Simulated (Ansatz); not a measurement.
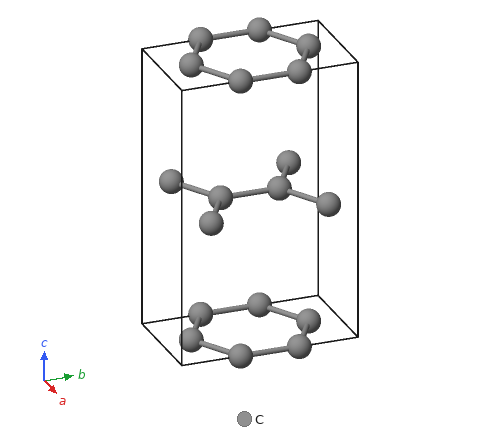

C, space group Fmmm (No. 69), a = 2.465 Å, b = 4.268 Å, c = 6.803 Å, α = 90.00°, β = 90.00°, γ = 90.00°

```json
{"site": "C", "Wyckoff": "8h", "x": "0.5000", "y": "0.6667", "z": "0.5000"}
```

Source: coordinates from a relaxation with DFT PBE+D3(BJ), scalar-relativistic, plane waves, PAW in Ansatz.

Q: Compute the Voronoi cell of each site (no radii): faces and volume.

A:
```json
{"site": "C", "faces above 1 % of the sphere": "9", "volume (Å³)": "8.95", "solid angle by neighbour (%)": "C 100"}
```

Weighted by multiplicity the volumes add up to the cell volume, 71.6 Å³.

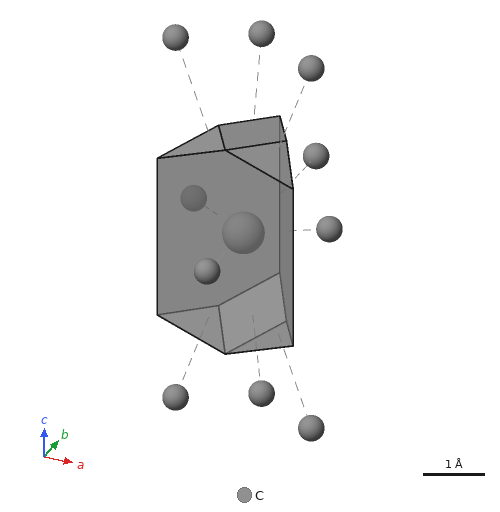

The computed Voronoi cell of C, with the neighbours that bound it.
